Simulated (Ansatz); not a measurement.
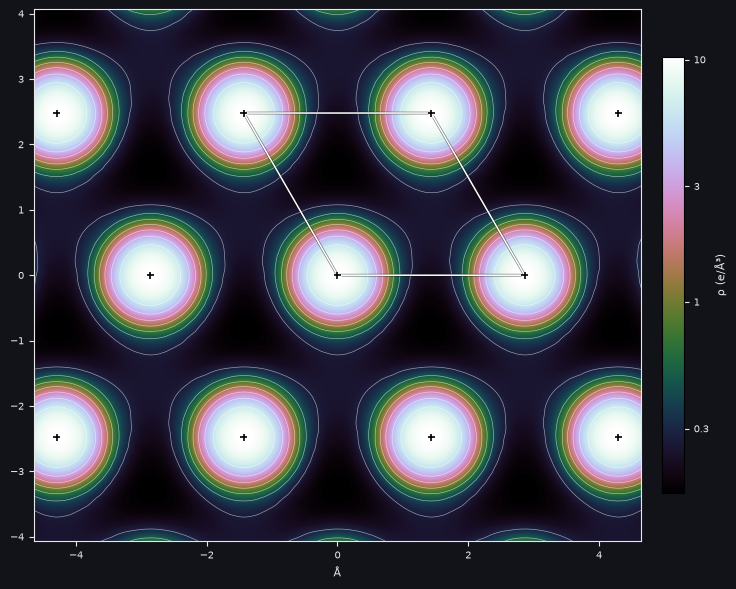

The valence charge density (pseudo) on a plane through atoms (crosses mark nuclei in the plane).

Computed with Ansatz 0.2.0, DFT LDA, scalar-relativistic, plane waves, PAW.

Candidates:
A. Ni, a = 5.40 Å, b = 5.40 Å, c = 2.42 Å, α = 102.89°, β = 132.00°, γ = 90.00°. Space group I4/mmm; a structure from a database of computed crystals, not necessarily the ambient phase; spin-polarised.
B. In, a = 4.62 Å, b = 4.62 Å, c = 4.62 Å, α = 90.00°, β = 90.00°, γ = 90.00°. Space group Fm-3m; a structure from a database of computed crystals, not necessarily the ambient phase; computed without spin polarisation.
C. Ti, a = 2.86 Å, b = 2.86 Å, c = 4.53 Å, α = 90.00°, β = 90.00°, γ = 120.00°. Space group P6₃/mmc; computed without spin polarisation.

### Which system is this?

Candidate C: Ti on the (001) plane of the conventional cell, which holds Ti. Ti–Ti (2.86 Å): ρ at the midpoint is about 0.2 e/Å³.
